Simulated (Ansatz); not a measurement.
## Run report: CO$_{2}$, single-point calculation

- system: CO$_{2}$ (6 atoms in the cell)
- method: DFT, r2SCAN, plane waves, PAW, no spin polarisation (Ansatz 0.2.0)

The structure derives from an entry of the Crystallography Open Database. The geometry comes from this level: r2SCAN. It belongs to a series of runs on one base structure; here: drawn settings.

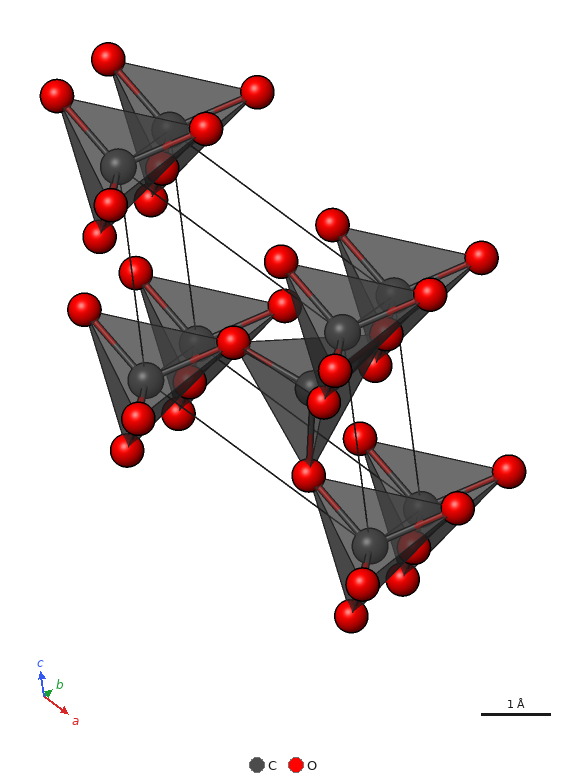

Figure 1. The input geometry (polyhedral view of the cell of the calculation, seen slightly off an axis; polyhedra are completed across the faces of the cell).

Summary

- outcome: converged
- space group (tolerance 0.01 Å): I-42d (122)
- electrons treated: 32
- free energy: −2772.9843 eV
- Fermi energy: 4.955 eV
- gap on the k-point mesh: 8.59 eV
- hardware: 4 threads of Arm Neoverse V1, 24 GiB of memory available, shared host
- wall time: 9.6 s (CPU time 36 s)
- peak memory: 0.49 GiB

Settings chosen away from the usual ones: drawn settings.

The input
```yaml
crystal:
  lattice:
    - [-1.9548127153, 1.9548127153, 2.9673315043]
    - [1.9548127153, -1.9548127153, 2.9673315043]
    - [1.9548127153, 1.9548127153, -2.9673315043]
  atoms:
    - { symbol: C, position: [0.0, 0.0, 0.0] }
    - { symbol: C, position: [0.75, 0.25, 0.5] }
    - { symbol: O, position: [0.375, 0.2923507872, 0.4173507872] }
    - { symbol: O, position: [0.7076492128, 0.125, 0.0826492128] }
    - { symbol: O, position: [0.875, 0.9576492128, 0.5826492128] }
    - { symbol: O, position: [0.0423507872, 0.625, 0.9173507872] }
kpoints:
  mp_grid: { grid: [6, 6, 6] }
hamiltonian:
  xc: r2scan
scf:
  occupations: { method: fixed }
output:
  optics:
    e_range: [0, 30]
    de: 0.05
    sigma: 0.03
    scissors: 1.0
    scheme: gaussian
    bands: auto
    kdotp_interpolation: "off"
  write_density: true
  write_potential: true
  elf: true
  volumetric_format: npy
```

Run as:
```bash
ansatz run input.yaml --threads 4 --pin off --max-ram 5529MiB --backend cpu --events-out ev --progress --plain --runs-dir out
```

Output
```
Engine: ansatz 0.2.0, aarch64-unknown-linux-gnu
Pseudopotentials: kind: paw
Pseudopotential: C, paw, valence charge 4, recommended cutoff 500 eV (meta_gga), C.paw.azcp
Pseudopotential: O, paw, valence charge 6, recommended cutoff 500 eV (meta_gga), O.paw.azcp
Functional definition: r2SCAN
  parameter k0 = 0.174
  parameter k1 = 0.065
  parameter a1 = 4.9479
  exchange = r2scan_x(k0 = k0, k1 = k1, a1 = a1)
  correlation = r2scan_c
Crystal: 6 atoms, lattice volume = 45.356 Å³
Basis set: ecut = 500 eV, 1147 PW (Γ), exchange–correlation on 120×120×120 points (64 copies of the dense FFT grid, shifted against one another)
Bands: 22, of which v1, the nominal top of the filled ones, is band 16 counted from 1 (15 counted from 0)
Symmetry: 8 space group operations
Space group: I-42d (ITA 122), of the structure as read, at distance tolerance 3.6e-5 Å
k-points: 30 of 216 (time reversal used)
Non-local potential: C, projectors of the file, l = 0: 2, l = 1: 2, l = 2: 1
Non-local potential: O, projectors of the file, l = 0: 2, l = 1: 2, l = 2: 1
PAW form: soft (Blöchl's): semilocal exchange-correlation on the pseudo side does not see the compensation charge
PAW frozen core: C, regenerated for the run's functional (the file was generated under x = pbe(κ = 0.804, μ = 0.2195149727645171), c = pbe(β = 0.06672455060314922))
PAW frozen core: O, regenerated for the run's functional (the file was generated under x = pbe(κ = 0.804, μ = 0.2195149727645171), c = pbe(β = 0.06672455060314922))
PAW one-centre angular grid: C, 302 points (default); XC on 239 of its mesh's 2573 points in the sphere
PAW one-centre angular grid: O, 302 points (default); XC on 160 Gauss nodes
Initial density: superposition of atomic densities (neutral atoms: chi_scale 0, normalization atom), corrected by the library's trained network
Initial wavefunctions: pseudopotential atomic-orbital guess
Functional: x = r2scan, c = r2scan; τ floored in thin density (d = 2e-4 eV/Å³)
SCF iter   1: F=—  HF=-2772.875589 eV  |F-HF|=—  |Δ(HF+E_count)|=         —  Δρ=1.71e-2  dr2=1.06e-1  dr2_τ=7.16e-1  ethr=1.77e-3  ⟨swp⟩=5.2  Hψ=2678  notcnv=0  defer=114
preconditioner: auto → none  [insulator: Δε(μ)=8.735 eV  Ē_g=20.654 eV  n_scr=14 (ndim 8)  ℏωp=31.2 eV  f_vac=0.029  ε∞_Penn≈3.3]
SCF iter   2: F=—  HF=-2772.984319 eV  |F-HF|=—  |Δ(HF+E_count)|=   1.09e-1  Δρ=7.36e-3  dr2=6.57e-3  dr2_τ=4.96e-3  ethr=3.33e-4  ⟨swp⟩=2.1  Hψ=1399  notcnv=0  defer=114
SCF iter   3: F=—  HF=-2772.984040 eV  |F-HF|=—  |Δ(HF+E_count)|=   2.79e-4  Δρ=3.09e-3  dr2=1.15e-3  dr2_τ=1.76e-4  ethr=2.05e-5  ⟨swp⟩=2.0  Hψ=1021  notcnv=0  defer=119
SCF iter   4: F=—  HF=-2772.984306 eV  |F-HF|=—  |Δ(HF+E_count)|=   2.66e-4  Δρ=1.21e-3  dr2=1.69e-4  dr2_τ=2.49e-5  ethr=3.59e-6  ⟨swp⟩=2.0  Hψ=675  notcnv=0  defer=119
SCF iter   5: F=—  HF=-2772.984330 eV  |F-HF|=—  |Δ(HF+E_count)|=   2.40e-5  Δρ=2.08e-4  dr2=5.43e-6  dr2_τ=7.54e-7  ethr=5.29e-7  ⟨swp⟩=2.7  Hψ=1112  notcnv=0  defer=86
SCF iter   6: F=—  HF=-2772.984328 eV  |F-HF|=—  |Δ(HF+E_count)|=   2.46e-6  Δρ=2.26e-5  dr2=5.62e-8  dr2_τ=1.12e-8  ethr=1.70e-8  ⟨swp⟩=2.7  Hψ=1117  notcnv=0  defer=58
SCF iter   7: F=—  HF=-2772.984329 eV  |F-HF|=—  |Δ(HF+E_count)|=   1.20e-6  Δρ=1.75e-6  dr2=2.77e-10  dr2_τ=7.41e-11  ethr=1.76e-10  ⟨swp⟩=2.6  Hψ=1031  notcnv=0  defer=58
SCF iter   8: F=-2772.984329 eV  HF=-2772.984329 eV  |F-HF|=9.09e-13  |Δ(HF+E_count)|=  5.11e-10  Δρ=1.58e-7  dr2=2.66e-12  dr2_τ=6.55e-13  ethr=1.00e-12  ⟨swp⟩=7.8  Hψ=3019  notcnv=0
SCF 1 converged in 8 iterations: F = -2772.984329 eV  dr2 = 2.66e-12
  greatest PAW one-centre occupation: 0.873 electrons in one spin orbital (limit 2), on the O atom at site 5 (counted from 0), in its partial waves of l = 0
```

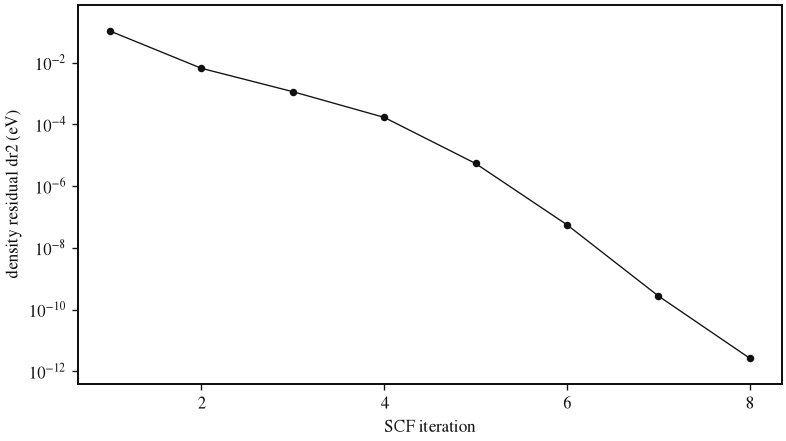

Figure 2. Convergence of the self-consistent field: density residual dr2 against the SCF iteration. The residual falls at every step.

```
NSCF: frozen V_eff on 30 k-points
NSCF: frozen V_eff on 1 k-points
NSCF: frozen V_eff on 1 k-points
NSCF: frozen V_eff on 1 k-points
SCF converged after 8 iterations
Free energy (F): -2772.984329 eV
Harris-Foulkes:  -2772.984329 eV  (|F-HF|=9.09e-13)
Internal energy: -2772.984329 eV  (E = F + TS)
E sigma→0 (E₀):  -2772.984329 eV
Fermi energy:    4.955064 eV
--- Per-component energies (eV) ---
  E_band       = -130.386370
  E_kinetic    = 887.792976
  E_local      = -1734.123725  (includes V_loc(G=0)·N_el)
  E_nonlocal   = 241.517037
  E_hartree    = 576.041722
  E_xc         = -384.173800
  E_vxc        = -549.339230  (∫ρ·V_xc dr)
  E_paw        = -842.972099  (= ΣΔE_a)
  E_vpaw       = -163.055433  (= ΣTr[D̂ρ^β])
  E_aug_tail   = 0.004429  (compensation charges beyond the density's cutoff)
  E_vtau       = 34.734131  (kinetic-family band-sum trace: ∫τ·v_τ [+ j·A + Jᵃ·Aᵃ] dr)
  E_ewald      = -1516.893557
  E_core_change = -0.177311  (= ΣΔE_core)
  E_smearing   = -0.000000  (= −TS)
  E_closure    = -0.000000  (closes the sum)
  Σ components = -2772.984329   (vs F -2772.984329, Δ=0.00e0)
--- Band table (eV; the first three rows and the last of 30) ---
  k-point 0: bands = ["-20.3901", "-15.0467", "-15.0467", "-14.3258", "-10.1932", "-4.9775", "-4.9775", "-3.6353", "0.2426", "1.0404", "2.3527", "3.6456", "3.6456", "4.1304", "4.1304", "4.5771", "13.5497", "15.2678", "15.4384", "15.4384", "18.5372", "18.7446"]
  k-point 1: bands = ["-20.1320", "-15.6763", "-15.1036", "-14.4784", "-9.5533", "-5.3556", "-4.5988", "-3.3186", "-0.0413", "1.5093", "2.5629", "3.1950", "3.8107", "3.8838", "3.9372", "4.3271", "13.8475", "15.3530", "15.7259", "15.8495", "18.4365", "18.7097"]
  k-point 2: bands = ["-19.3927", "-16.9482", "-15.1792", "-14.8284", "-8.2556", "-6.0870", "-3.7280", "-2.8764", "-0.3714", "1.5953", "2.0396", "2.7280", "3.7963", "3.8194", "4.3543", "4.3907", "14.3269", "15.1811", "16.1153", "16.4534", "17.9255", "18.5184"]
  k-point 29: bands = ["-18.2457", "-18.2457", "-15.3244", "-15.3244", "-5.9612", "-5.9612", "-3.6005", "-3.6005", "1.5213", "1.5213", "1.6966", "1.6966", "2.0198", "2.0198", "4.9149", "4.9149", "14.9164", "14.9164", "16.8497", "16.8497", "17.4390", "17.4390"]
```

File rho_z.tsv
```
# z_ang	rho[e/angstrom^3]
# format = ansatz-planar-average/11
# lattice	-1.954812715	1.954812715	2.967331504
# lattice	1.954812715	-1.954812715	2.967331504
# lattice	1.954812715	1.954812715	-2.967331504
# sites	6
# site	6	0.000000000	0.000000000	0.000000000
# site	6	0.000000000	1.954812715	1.483665752
# site	8	0.654278893	0.977406358	0.741832876
# site	8	-0.977406358	1.300533822	2.225498628
# site	8	1.300533822	0.977406358	3.709164380
# site	8	2.932219073	0.654278893	-0.741832876
0.000000	8.820999e-1
0.135186	8.656951e-1
0.270371	8.204078e-1
0.405557	7.565208e-1
0.540743	6.861766e-1
0.675928	6.196086e-1
0.811114	5.661728e-1
0.946299	5.358204e-1
1.081485	5.358204e-1
1.216671	5.661728e-1
1.351856	6.196086e-1
1.487042	6.861766e-1
1.622228	7.565208e-1
1.757413	8.204078e-1
1.892599	8.656951e-1
2.027785	8.820999e-1
2.162970	8.656951e-1
2.298156	8.204078e-1
2.433342	7.565208e-1
2.568527	6.861766e-1
2.703713	6.196086e-1
2.838898	5.661728e-1
2.974084	5.358204e-1
3.109270	5.358204e-1
3.244455	5.661728e-1
3.379641	6.196086e-1
3.514827	6.861766e-1
3.650012	7.565208e-1
3.785198	8.204078e-1
3.920384	8.656951e-1
```

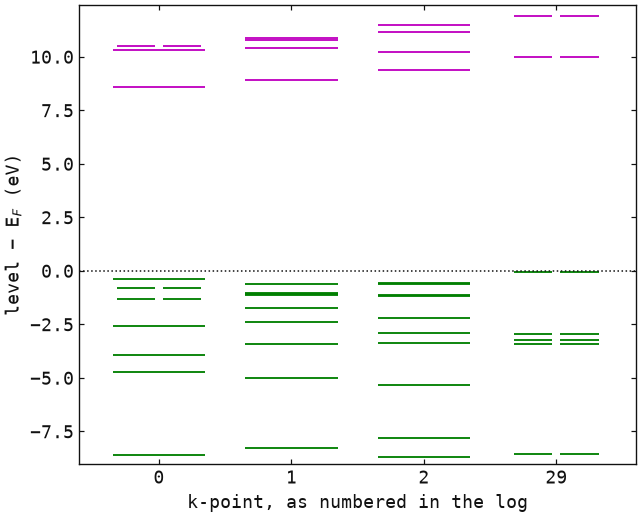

Figure 3. Kohn–Sham levels near the Fermi level (dotted) at the few k-points that the log prints; levels within 0.02 eV of each other stand side by side. Among these points the highest filled and lowest empty levels are 8.63 eV apart; the gap on the full mesh, 8.59 eV, has an edge at a point that isn't printed.
